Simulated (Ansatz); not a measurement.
**Run report: K, band-structure calculation**

System: K (Cmmm, 5 atoms in the cell).
Method: DFT PBEsol, scalar-relativistic, plane waves, PAW, no spin polarisation (Ansatz 0.2.0).

The structure derives from an entry of the Crystallography Open Database. Figures and captions count atoms from 1; the log counts them from 0 in places.

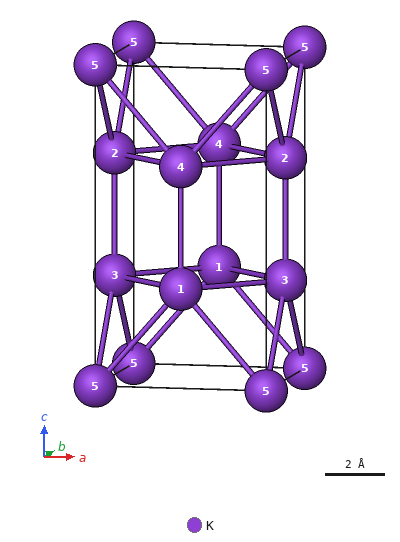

**Figure 1.** The structure as given in the input (ball-and-stick view of the cell of the calculation, seen slightly off an axis; atoms are numbered from 1 in the order of the input). An atom can appear more than once, as a periodic image. Near neighbours in the periodic cell (some may lie outside the picture): K has 7 K at 4.25 to 4.58 Å; K has 8 K at 4.58 Å.

**Input**
```yaml
crystal:
  lattice:
    - [4.2651245717, -4.2588285791, 0.0]
    - [4.2651245717, 4.2588285791, 0.0]
    - [0.0, 0.0, 11.1454937549]
  atoms:
    - { symbol: K, position: [0.5, 0.0, 0.3092481955] }
    - { symbol: K, position: [0.0, 0.5, 0.6907518045] }
    - { symbol: K, position: [0.0, 0.5, 0.3092481955] }
    - { symbol: K, position: [0.5, 0.0, 0.6907518045] }
    - { symbol: K, position: [0.0, 0.0, 0.0] }
basis:
  ecutwfc: 420
kpoints:
  mp_grid: { grid: [6, 6, 4] }
  band_path:
    path:
      - [[0.0, 0.0, 0.0], [0.5, 0.5, 0.0], [0.50073753, 0.49926247, 0.0]]
      - [[0.49926247, -0.49926247, 0.0], [0.0, 0.0, 0.0], [0.0, 0.0, 0.5], [0.49926247, -0.49926247, 0.5]]
      - [[0.50073753, 0.49926247, 0.5], [0.5, 0.5, 0.5], [0.5, 0.5, 0.0]]
      - [[0.0, 0.0, 0.0], [0.5, 0.0, 0.0], [0.5, 0.0, 0.5], [0.0, 0.0, 0.5], [0.5, 0.5, 0.5]]
    npoints: 14
hamiltonian:
  xc: pbesol
scf:
  occupations: { method: gaussian, width: 0.1 }
  n_extra_bands: 12
output:
  forces: true
  stress: true
  eigenvalues: true
  populations: true
  dos: { projected: true, de: 0.02, nscf_kmesh: { grid: [9, 9, 6] } }
  bader: true
  write_density: true
  write_potential: true
  elf: true
  volumetric_format: npy
```

Hardware: 1 thread of Arm Neoverse V1, 24 GiB of memory available, shared host.

Command:
```bash
ansatz run input.yaml --threads 1 --pin off --max-ram 2560MiB --backend cpu --events-out ev --progress --plain --runs-dir out
```

**What the program printed**
```
scf.n_extra_bands = 12 over 23 filled bands (N_el = 45.0): the run solves 35 bands
Engine: ansatz 0.2.0, aarch64-unknown-linux-gnu
Pseudopotentials: kind: paw
Pseudopotential: K, paw, valence charge 9, recommended cutoff 420 eV (normal), K.paw.azcp
Functional definition: PBEsol
  exchange = pbesol_x
  correlation = pbesol_c
Crystal: 5 atoms, lattice volume = 404.903 Å³
Basis set: ecut = 420 eV, 7921 PW (Γ), exchange–correlation on 90×90×150 points (8 copies of the dense FFT grid, shifted against one another)
Bands: 35, of which v1, the nominal top of the filled ones, is band 23 counted from 1 (22 counted from 0)
Symmetry: 8 space group operations
Space group: Cmmm (ITA 65), of the structure as read, at distance tolerance 7.4e-5 Å
k-points: 39 of 144
Non-local potential: K, projectors of the file, l = 0: 3, l = 1: 2, l = 2: 2
PAW form: soft (Blöchl's): semilocal exchange-correlation on the pseudo side does not see the compensation charge
PAW frozen core: K, regenerated for the run's functional, and the local potential with it (the file was generated under x = pbe(κ = 0.804, μ = 0.2195149727645171), c = pbe(β = 0.06672455060314922))
PAW one-centre angular grid: K, 110 points (default); XC on 64 Gauss nodes
Initial density: superposition of atomic densities (neutral atoms: chi_scale 0, normalization atom), corrected by the library's trained network
Initial wavefunctions: pseudopotential atomic-orbital guess
Functional: x = pbesol(κ = 0.804, μ = 0.12345679012345678), c = pbesol(β = 0.046)
SCF iter   1: F=—  HF=-7579.562172 eV  |F-HF|=—  |Δ(HF+E_count)|=         —  Δρ=1.08e-3  dr2=6.68e-3  ethr=1.77e-3  ⟨swp⟩=11.8  Hψ=8623  notcnv=0
preconditioner: auto → LDOS  [metal: Δε(μ)=0.026 eV  Ē_g=2.736 eV  σ=0.100 eV  W_gap=0.14  n_scr=46 (ndim 8)  ℏωp=4.1 eV  f_vac=0.010  D(μ)=5.13/eV (n_scr^D=20)  β→1.0]
SCF iter   2: F=—  HF=-7579.562465 eV  |F-HF|=—  |Δ(HF+E_count)|=   2.93e-4  Δρ=3.17e-4  dr2=5.80e-4  ethr=1.49e-5  ⟨swp⟩=2.9  Hψ=2600  notcnv=0
preconditioner: auto → Kerker (q_TF=auto, 1.892 Å⁻¹)  [metal: Δε(μ)=0.041 eV  Ē_g=2.734 eV  σ=0.100 eV  W_gap=0.23  n_scr=46 (ndim 8)  ℏωp=4.1 eV  f_vac=0.009  D(μ)=5.21/eV (n_scr^D=20)  β→0.5]
SCF iter   3: F=—  HF=-7579.562345 eV  |F-HF|=—  |Δ(HF+E_count)|=   1.20e-4  Δρ=8.44e-5  dr2=1.40e-4  ethr=1.29e-6  ⟨swp⟩=2.7  Hψ=2128  notcnv=0
SCF iter   4: F=—  HF=-7579.562330 eV  |F-HF|=—  |Δ(HF+E_count)|=   1.48e-5  Δρ=3.41e-5  dr2=1.26e-5  ethr=3.12e-7  ⟨swp⟩=1.9  Hψ=1234  notcnv=0
SCF iter   5: F=—  HF=-7579.562171 eV  |F-HF|=—  |Δ(HF+E_count)|=   1.59e-4  Δρ=9.07e-6  dr2=1.34e-6  ethr=2.79e-8  ⟨swp⟩=2.4  Hψ=1572  notcnv=0
SCF iter   6: F=—  HF=-7579.562171 eV  |F-HF|=—  |Δ(HF+E_count)|=   3.05e-8  Δρ=4.05e-6  dr2=3.09e-7  ethr=2.97e-9  ⟨swp⟩=1.9  Hψ=1240  notcnv=0
SCF iter   7: F=-7579.562171 eV  HF=-7579.562171 eV  |F-HF|=2.76e-9  |Δ(HF+E_count)|=   4.42e-8  Δρ=1.31e-6  dr2=1.54e-8  ethr=2.22e-10  ⟨swp⟩=15.2  Hψ=8818  notcnv=0
SCF 1 converged in 7 iterations: F = -7579.562171 eV  dr2 = 1.54e-8
  greatest PAW one-centre occupation: 0.987 electrons in one spin orbital (limit 2), on the K atom at site 3 (counted from 0), in its partial waves of l = 0
NSCF: frozen V_eff on 158 k-points
NSCF: frozen V_eff on 100 k-points
SCF converged after 7 iterations
Free energy (F): -7579.562171 eV
Harris-Foulkes:  -7579.562171 eV  (|F-HF|=2.76e-9)
Internal energy: -7579.536011 eV  (E = F + TS)
E sigma→0 (E₀):  -7579.549091 eV
Entropy (-TS):   -0.026160 eV (-5.232 meV/atom)
Fermi energy:    1.398602 eV
--- Per-component energies (eV) ---
  E_band       = -735.386005
  E_kinetic    = 1259.020935
  E_local      = -4012.616450  (includes V_loc(G=0)·N_el)
  E_nonlocal   = 69.330688
  E_hartree    = 1451.808436
  E_xc         = -659.284722
  E_vxc        = -807.597582  (∫ρ·V_xc dr)
  E_paw        = -3809.104768  (= ΣΔE_a)
  E_vpaw       = -147.142499  (= ΣTr[D̂ρ^β])
  E_aug_tail   = -0.000016  (compensation charges beyond the density's cutoff)
  E_ewald      = -1879.229540
  E_core_change = 0.539426  (= ΣΔE_core)
  E_smearing   = -0.026160  (= −TS)
  E_closure    = -0.000000  (closes the sum)
  Σ components = -7579.562171   (vs F -7579.562171, Δ=0.00e0)
--- Forces (eV/Å), atoms counted from 1 ---
  atom   1  K      0.00000000     0.00000000    -0.00044714
  atom   2  K      0.00000000     0.00000000     0.00044714
  atom   3  K      0.00000000     0.00000000    -0.00044714
  atom   4  K      0.00000000     0.00000000     0.00044714
  atom   5  K      0.00000000     0.00000000     0.00000000
  max |Σ_I F_I| component: 1.36e-20 eV/Å
--- Stress (GPa, compression-positive) ---
       -0.007957       0.000000       0.000000
        0.000000       0.001607       0.000000
        0.000000       0.000000       0.002711
  P = ⅓ Tr σ = -0.0012 GPa (-0.012 kbar)
--- Band table (eV; the first three rows and the last of 39) ---
  k-point 0: bands = ["-30.8074", "-30.8048", "-30.7977", "-30.7952", "-30.7798", "-14.3927", "-14.3916", "-14.3854", "-14.3843", "-14.3839", "-14.3623", "-14.3520", "-14.3260", "-14.3259", "-14.3176", "-14.3051", "-14.3048", "-14.3035", "-14.3032", "-14.3002", "-0.6891", "0.4582", "0.8410", "2.4966", "3.1754", "3.2553", "3.4460", "3.5799", "3.5826", "3.7374", "3.7414", "3.9078", "3.9350", "3.9365", "4.2848"]
  k-point 1: bands = ["-30.8074", "-30.8049", "-30.7977", "-30.7952", "-30.7798", "-14.3920", "-14.3909", "-14.3881", "-14.3862", "-14.3850", "-14.3623", "-14.3440", "-14.3257", "-14.3257", "-14.3176", "-14.3067", "-14.3064", "-14.3039", "-14.3021", "-14.3019", "-0.6078", "0.0711", "1.3475", "2.5254", "2.9153", "3.0710", "3.3369", "3.5858", "3.5888", "3.7209", "3.7239", "3.9486", "3.9508", "4.2843", "4.2925"]
  k-point 2: bands = ["-30.8073", "-30.8049", "-30.7977", "-30.7952", "-30.7798", "-14.3914", "-14.3911", "-14.3899", "-14.3872", "-14.3861", "-14.3622", "-14.3356", "-14.3255", "-14.3254", "-14.3177", "-14.3092", "-14.3077", "-14.3074", "-14.3014", "-14.3011", "-0.4350", "-0.2500", "2.0304", "2.1265", "2.6708", "2.9488", "3.4626", "3.5928", "3.5963", "3.7046", "3.7067", "3.9609", "3.9636", "4.0033", "4.3552"]
  k-point 38: bands = ["-30.8025", "-30.8024", "-30.8000", "-30.7999", "-30.7799", "-14.4064", "-14.4053", "-14.4000", "-14.3922", "-14.3727", "-14.3725", "-14.3441", "-14.3440", "-14.3093", "-14.3092", "-14.3091", "-14.3041", "-14.3001", "-14.2952", "-14.2913", "1.5685", "1.6207", "1.6280", "1.6871", "1.7743", "1.9034", "1.9100", "2.0213", "2.9485", "3.2915", "3.7946", "3.8004", "3.9772", "3.9837", "4.1843"]
--- Löwdin populations: 5 sites ---
  site symbol       q [e]
     0      K      8.9467
     1      K      8.9467
     2      K      8.9467
     3      K      8.9467
     4      K      8.9738
  spilling = 0.005320 (of n_electrons = 45.000000)
--- Bader charges: 5 sites ---
  site symbol  charge [e]  shift [e]
     0      K      0.0487     0.0000
     1      K      0.0487     0.0000
     2      K      0.0487     0.0000
     3      K      0.0487     0.0000
     4      K     -0.1947     0.0000
  estimated error of the sums over rays = 1.8e-4 e
```

**File populations.tsv**
```
# site	symbol	l	j	q
# orbitals = lowdin
# n_electrons = 45.000000
# spilling = 0.005320
0	K	0_3S	-	1.994751
0	K	0_4S	-	0.956496
0	K	1_3P	-	5.995444
1	K	0_3S	-	1.994751
1	K	0_4S	-	0.956496
1	K	1_3P	-	5.995444
2	K	0_3S	-	1.994751
2	K	0_4S	-	0.956496
2	K	1_3P	-	5.995444
3	K	0_3S	-	1.994751
3	K	0_4S	-	0.956496
3	K	1_3P	-	5.995444
4	K	0_3S	-	1.997563
4	K	0_4S	-	0.979936
4	K	1_3P	-	5.996339
```

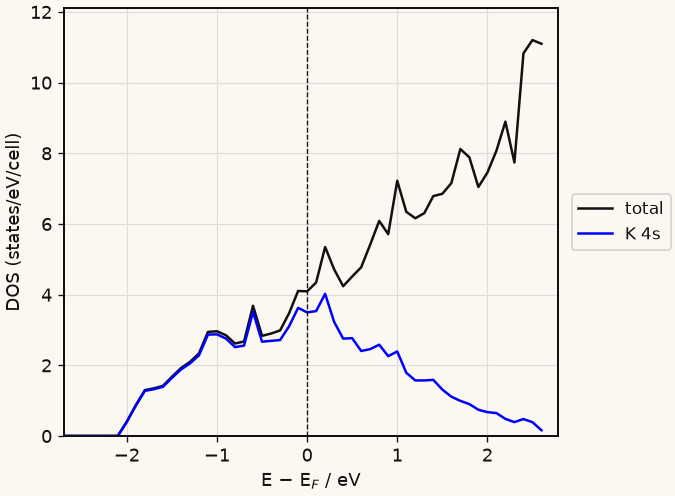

**Figure 2.** Density of states (projected on Löwdin-orthogonalised atomic shells), with energies from the Fermi level. There are states at the Fermi level: a metal at this level of theory.

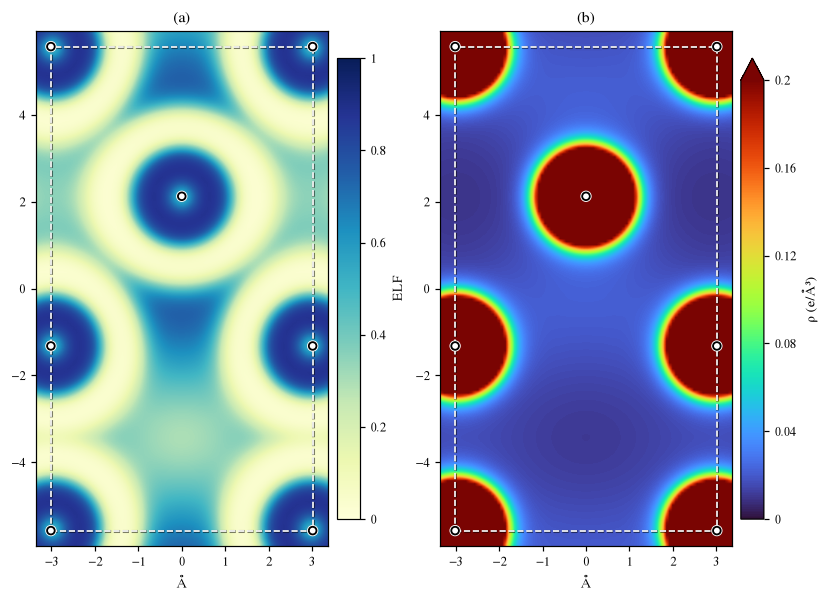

**Figure 3.** (a) ELF; (b) valence electron density on the (010) plane of the conventional cell. Circles mark the nuclei in the plane (K). Atoms in the plane: K. K–K (4.25 Å): ρ is about 0.02 e/Å³ halfway; the ELF is about 0.10 at the midpoint (no shared electron pair). K–K (4.58 Å): ρ at the midpoint is about 0.02 e/Å³; the ELF is about 0.35 at the midpoint (no localised pair between them). Away from the nuclei the density in this plane falls to 0.01 e/Å³ at its lowest.The strong features right at K lie inside the PAW spheres (semicore, d or f shells) and say nothing about bonding. The fields are those of the smooth PAW valence density.

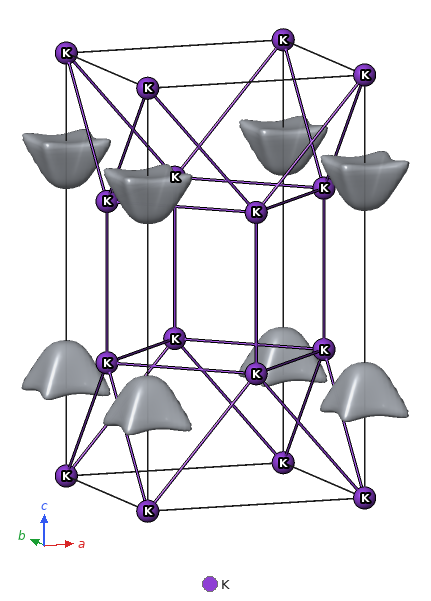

**Figure 4.** Isosurface of the electron localisation function at 0.6 (grey), seen slightly off an axis. Only the valence region is drawn (cores and ρ < 0.01 e/Å³ removed). Sticks mark near contacts. The outline is the cell set on symmetry axes. Profiles from the grid: K–K (4.25 Å): the ELF is about 0.10 at the midpoint; no shared electron pair. K–K (4.58 Å): the ELF is about 0.35 at the midpoint; no shared electron pair.

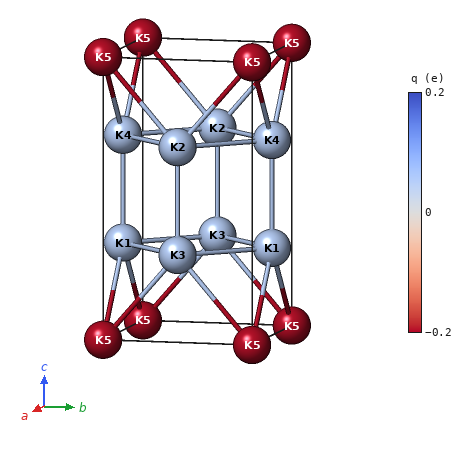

**Figure 5.** Bader charges, as the colour of each atom (ball-and-stick view of the cell of the calculation, seen slightly off an axis; atoms are numbered from 1 in the order of the input). By element: K −0.19 to +0.05 e.

**Summary**

```csv
quantity,value
outcome,converged
space group (tolerance 0.01 Å),Cmmm (65)
electrons treated,45
free energy,−7579.5622 eV
Fermi energy,1.399 eV
gap on the k-point mesh,none (metallic)
pressure,0.00 GPa
largest force (length of the vector),under 0.001 eV/Å
wall time,2.8 min
peak memory,1.3 GiB
```
